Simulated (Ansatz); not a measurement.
Input file:

```
crystal:
  lattice:
    - [0.0, 2.7255, 2.7255]
    - [2.7255, 0.0, 2.7255]
    - [2.7255, 2.7255, 0.0]
  atoms:
    - { symbol: Mg, position: [0.0, 0.0, 0.0] }
    - { symbol: Se, position: [0.5, 0.5, 0.5] }
basis:
  ecutwfc: 500
kpoints:
  mp_grid: { grid: [8, 8, 8] }
hamiltonian:
  xc: r2scan
scf:
  occupations: { method: gaussian, width: 0.05 }
output:
  forces: true
  stress: true
  eigenvalues: true
  write_density: true
  write_potential: true
  elf: true
  volumetric_format: npy
```

Command:

```sh
ansatz run input.yaml --threads 1 --pin off --max-ram 2560MiB --backend cpu --events-out ev --progress --plain --runs-dir out
```

Below, planes, directions and counts refer to the conventional cell (a = 5.45 Å, b = 5.45 Å, c = 5.45 Å, α = 90.00°, β = 90.00°, γ = 90.00°).

Space group Fm-3m.

Level of theory: DFT r2SCAN, scalar-relativistic, plane waves, PAW in Ansatz.

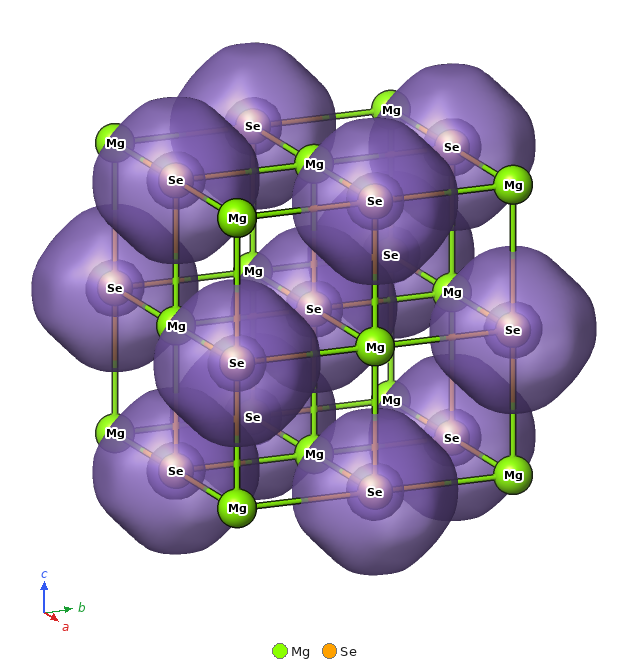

MgSe. Isosurface of the electron localisation function at 0.6 (purple), seen slightly off an axis. Only the valence region is drawn (cores and ρ < 0.01 e/Å³ removed). Sticks mark near contacts.

Where are the electrons localised?

At this value the surface marks out four regions wrapped around Se (the valence shell of each), counted in one cell of 8 atoms. Regions shared between cells count once. Profiles from the grid: Mg–Se (2.73 Å): the ELF is about 0.80 at the midpoint: an ionic contact with no shared pair.

Metal or insulator at this level of theory?

It is gapped, with a Kohn–Sham gap of 2.5 eV on the k-point mesh (the band edges may lie off the mesh, which would make the gap smaller).
